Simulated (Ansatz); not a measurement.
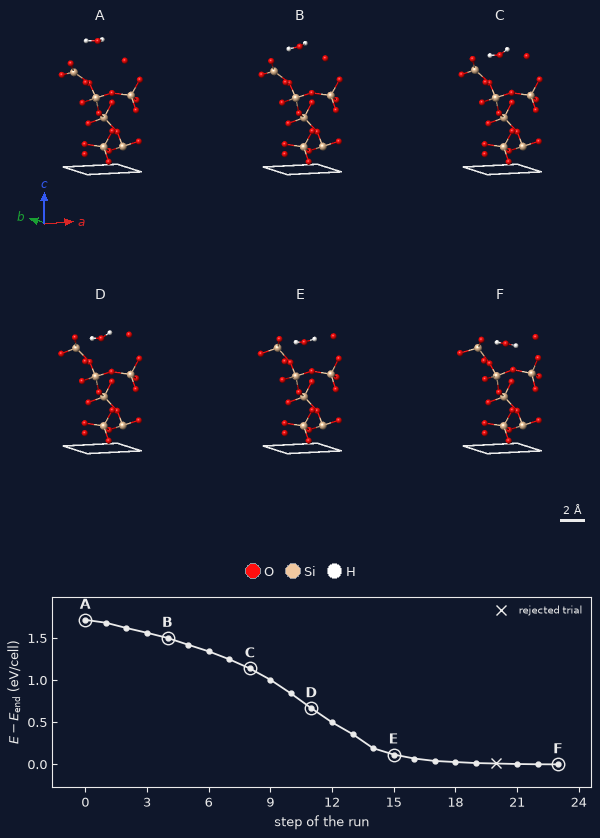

Frames of a constrained relaxation of a slab of composition Si6H2O13 (cut from the P3_221 phase), marked on the history of the run. Style: ball-and-stick. Shown: the cell of the calculation, outlined in the plane, without the vacuum (origin shifted), slightly off an axis.

Case: 1 H2O a cell, flat, over a hollow Si-O-O site. The slab is the (1 0 0) face of SiO2 with H2O on it. 9 atoms are held fixed.

Theory: DFT PBE+D3(BJ), scalar-relativistic, plane waves, PAW (Ansatz 0.2.0).

Input
```yaml
crystal:
  lattice:
    - [4.9152816296, 0.0, 0.0]
    - [0.0, 5.4220874143, 0.0]
    - [0.0, 0.0, 25.926851909]
  atoms:
    - { symbol: O, position: [0.7268435887, 0.779771652, 0.3085604078] }
    - { symbol: O, position: [0.931090104, 0.220228348, 0.3309163331] }
    - { symbol: Si, position: [0.2330595199, 0.3333333333, 0.3401057702] }
    - { symbol: Si, position: [0.7330595199, 0.0, 0.3512311528] }
    - { symbol: O, position: [0.431090104, 0.1131049854, 0.3604205899] }
    - { symbol: O, position: [0.2268435887, 0.5535616813, 0.3827765151] }
    - { symbol: O, position: [0.8420663073, 0.8868950146, 0.4054042375] }
    - { symbol: Si, position: [0.0338809602, 0.6666666667, 0.4277601627] }
    - { symbol: O, position: [0.8420663073, 0.4464383187, 0.4501160878] }
    - { symbol: O, position: [0.2297436826, 0.7728703875, 0.4730611379] }
    - { symbol: O, position: [0.433986764, 0.2133528135, 0.4937531784] }
    - { symbol: Si, position: [0.7357008884, 0.3264992191, 0.5037831734] }
    - { symbol: Si, position: [0.236408118, -0.0036165836, 0.5154428434] }
    - { symbol: O, position: [0.9351925406, 0.1092187522, 0.5236434853] }
    - { symbol: O, position: [0.7115868539, 0.545843048, 0.5471299067] }
    - { symbol: O, position: [0.3462162775, 0.8785310264, 0.5693517639] }
    - { symbol: Si, position: [0.4484226511, 0.6031593992, 0.5837795984] }
    - { symbol: O, position: [0.3070007285, 0.4178739687, 0.6187889346] }
    - { symbol: O, position: [0.6874747027, 0.1463024456, 0.6955433361] }
    - { symbol: H, position: [0.5127045829, 0.2371346122, 0.6955433361] }
    - { symbol: H, position: [0.8282722402, 0.2769436367, 0.6955433361] }
basis:
  ecutwfc: 420
kpoints:
  mp_grid: { grid: [3, 3, 1] }
hamiltonian:
  xc: pbe
  dispersion: d3bj
scf:
  occupations: { method: gaussian, width: 0.05 }
output:
  forces: true
  eigenvalues: true
  write_density: true
  write_potential: true
  elf: true
  volumetric_format: npy
relax:
  adjacent_minimum: "off"
  f_tol: 0.04
  max_steps: 100
  constraints: [{ sites: [0, 1, 2, 3, 4, 5, 6, 7, 8] }]
efield:
  axis: 3
  dipole_correction: true
  ramp_width: 0.04
```

Run as
```bash
ansatz run input.yaml --threads 2 --pin off --max-ram 5120MiB --backend cpu --events-out ev --progress --plain --runs-dir out
```

Question: What happens along the run?

Answer: The largest move is that of H21, 2.89 Å at 44° to the normal (−c side). Largest moves by element: H 2.89 Å, O 2.28 Å, Si 0.58 Å. The cell stays as it was. Near-neighbour distances that change, for instance: Si17–O19 4.295 → 1.849 Å, O16–Si17 1.619 → 1.670 Å, Si17–O18 1.522 → 1.555 Å, O19–H20 0.990 → 1.022 Å. New bonds form: Si17–O19 (4.30 → 1.85 Å). Among the angles between lasting bonds that change: Si12–O11–Si13 139.7° → 156.6°, O15–Si17–O18 125.6° → 112.3°, Si8–O10–Si13 139.5° → 145.8°. Over 22 accepted moves (23 points after the start) the energy falls by 1.717 eV per cell of the calculation. The largest force component goes from 0.82 to 0.032 eV/Å. The line search rejected the trial step at point 20 of the run. The run may lie on a higher electronic state than the lowest, so the end point isn't shown to be the ground-state structure. Cost: 7.9 min on 2 threads of Arm Neoverse V2, on a shared host, peak memory 1.1 GiB. From step 0 to 4: H20 moves most (0.73 Å), energy −0.215 eV per cell of the calculation. From step 4 to 8: O and H atoms move most (0.76 Å), energy −0.362 eV per cell of the calculation. From step 8 to 11: H21 moves most (0.58 Å), energy −0.474 eV per cell of the calculation. From step 11 to 15: H21 moves most (0.76 Å), energy −0.550 eV per cell of the calculation. From step 15 to 23: H21 moves most (0.58 Å), energy −0.117 eV per cell of the calculation.

```json
{"step": "0", "E − E(0), meV/atom": "0.00", "largest force component, eV/Å": "0.8184", "note": ""}
{"step": "1", "E − E(0), meV/atom": "-1.61", "largest force component, eV/Å": "1.0750", "note": ""}
{"step": "2", "E − E(0), meV/atom": "-4.61", "largest force component, eV/Å": "0.7629", "note": ""}
{"step": "3", "E − E(0), meV/atom": "-7.30", "largest force component, eV/Å": "0.8150", "note": ""}
{"step": "4", "E − E(0), meV/atom": "-10.23", "largest force component, eV/Å": "0.8350", "note": ""}
{"step": "5", "E − E(0), meV/atom": "-14.07", "largest force component, eV/Å": "0.2326", "note": ""}
{"step": "6", "E − E(0), meV/atom": "-17.82", "largest force component, eV/Å": "0.3073", "note": ""}
{"step": "7", "E − E(0), meV/atom": "-22.29", "largest force component, eV/Å": "0.3347", "note": ""}
{"step": "8", "E − E(0), meV/atom": "-27.49", "largest force component, eV/Å": "0.5097", "note": ""}
{"step": "9", "E − E(0), meV/atom": "-33.86", "largest force component, eV/Å": "0.7119", "note": ""}
{"step": "10", "E − E(0), meV/atom": "-41.63", "largest force component, eV/Å": "0.8964", "note": ""}
{"step": "11", "E − E(0), meV/atom": "-50.06", "largest force component, eV/Å": "0.9780", "note": ""}
{"step": "12", "E − E(0), meV/atom": "-57.99", "largest force component, eV/Å": "0.9356", "note": ""}
{"step": "13", "E − E(0), meV/atom": "-64.65", "largest force component, eV/Å": "0.8265", "note": ""}
{"step": "14", "E − E(0), meV/atom": "-72.65", "largest force component, eV/Å": "0.4842", "note": ""}
{"step": "15", "E − E(0), meV/atom": "-76.22", "largest force component, eV/Å": "0.3195", "note": ""}
{"step": "16", "E − E(0), meV/atom": "-78.49", "largest force component, eV/Å": "0.4327", "note": ""}
{"step": "17", "E − E(0), meV/atom": "-79.86", "largest force component, eV/Å": "0.7166", "note": ""}
{"step": "18", "E − E(0), meV/atom": "-80.47", "largest force component, eV/Å": "0.8580", "note": ""}
{"step": "19", "E − E(0), meV/atom": "-81.05", "largest force component, eV/Å": "0.3134", "note": ""}
{"step": "20", "E − E(0), meV/atom": "-80.90", "largest force component, eV/Å": "0.2257", "note": "rejected"}
{"step": "21", "E − E(0), meV/atom": "-81.59", "largest force component, eV/Å": "0.0493", "note": ""}
{"step": "22", "E − E(0), meV/atom": "-81.74", "largest force component, eV/Å": "0.0780", "note": ""}
{"step": "23", "E − E(0), meV/atom": "-81.78", "largest force component, eV/Å": "0.0322", "note": ""}
```

Limits of the set-up: the periodic images lie only 4.9 Å apart, so the values are limited by the cell's size.
